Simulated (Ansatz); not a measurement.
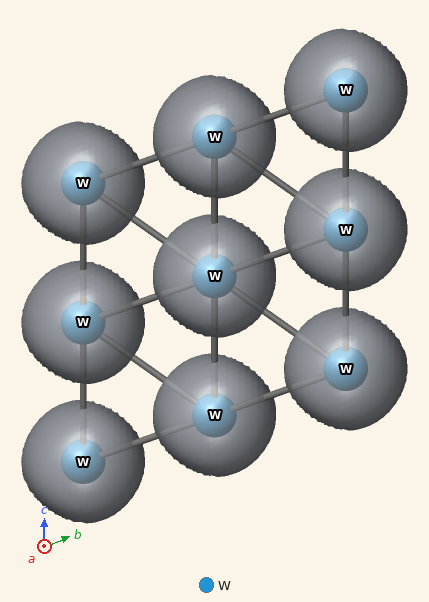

Figure 1: W. Isosurface of the valence electron density at 0.5 e/Å³ (grey), seen along the a axis. Sticks mark near contacts.

Space group Fm-3m; computed pressure about −9 GPa in this cell.

These are results of Ansatz, DFT r2SCAN, scalar-relativistic, plane waves, PAW, not measurements.

In a PAW calculation such maps are meaningful between the atoms, not at the nuclei.

```cif
data_structure
_symmetry_space_group_name_H-M 'P 1'
_symmetry_Int_Tables_number 1
_cell_length_a 5.7417
_cell_length_b 5.7417
_cell_length_c 5.7417
_cell_angle_alpha 60.000
_cell_angle_beta 60.000
_cell_angle_gamma 60.000
_cell_volume 133.85
loop_
_atom_site_label
_atom_site_type_symbol
_atom_site_fract_x
_atom_site_fract_y
_atom_site_fract_z
_atom_site_occupancy
W1 W 0.50000 0.00000 0.00000 1
W2 W 0.50000 0.00000 0.50000 1
W3 W 0.50000 0.50000 0.00000 1
W4 W 0.50000 0.50000 0.50000 1
W5 W 0.00000 0.00000 0.00000 1
W6 W 0.00000 0.00000 0.50000 1
W7 W 0.00000 0.50000 0.00000 1
W8 W 0.00000 0.50000 0.50000 1
```

**Which contacts does the surface bridge?**

At this value the density breaks into separate islands; it holds about 75 % of the electrons treated as valence (semicore included). It bridges none of the near contacts. It is pinched off along the sampled W–W (2.87 Å) contacts. On the grid the lowest density along these lines, outside the cores, is 0.34 e/Å³ (W–W, 2.87 Å).

**Metal or insulator at this level of theory?**

It is gapless in this calculation (a metal or semimetal).
